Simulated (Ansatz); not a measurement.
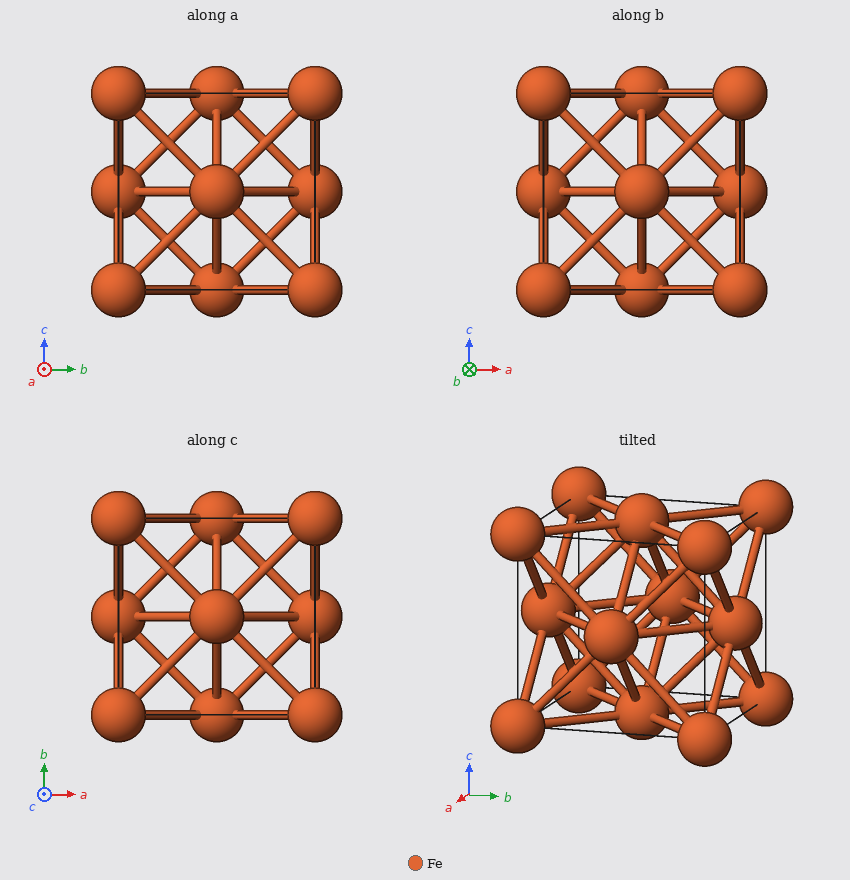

Ball-and-stick drawing of the structure, looking along the a axis, along the b axis, along the c axis and slightly off an axis. The edges of the conventional unit cell are marked.

Lattice parameters: a = 3.4125 Å, b = 3.4125 Å, c = 3.4125 Å, α = 90.000°, β = 90.000°, γ = 90.000°.

Express the structure as a CIF in P1 with every atom of the cell.

Answer.
```cif
data_structure
_symmetry_space_group_name_H-M 'P 1'
_symmetry_Int_Tables_number 1
_cell_length_a 3.4125
_cell_length_b 3.4125
_cell_length_c 3.4125
_cell_angle_alpha 90.000
_cell_angle_beta 90.000
_cell_angle_gamma 90.000
_cell_volume 39.74
loop_
_atom_site_label
_atom_site_type_symbol
_atom_site_fract_x
_atom_site_fract_y
_atom_site_fract_z
_atom_site_occupancy
Fe1 Fe 0.0000 0.0000 0.0000 1
Fe2 Fe 0.0000 0.5000 0.5000 1
Fe3 Fe 0.5000 0.0000 0.5000 1
Fe4 Fe 0.5000 0.5000 0.0000 1
```

Source of the structure: a structure type filled with this element by a generator (whether the element takes this form wasn't checked). Earlier steps of the study may have refined or changed the cell and positions. It went into a calculation with Ansatz.
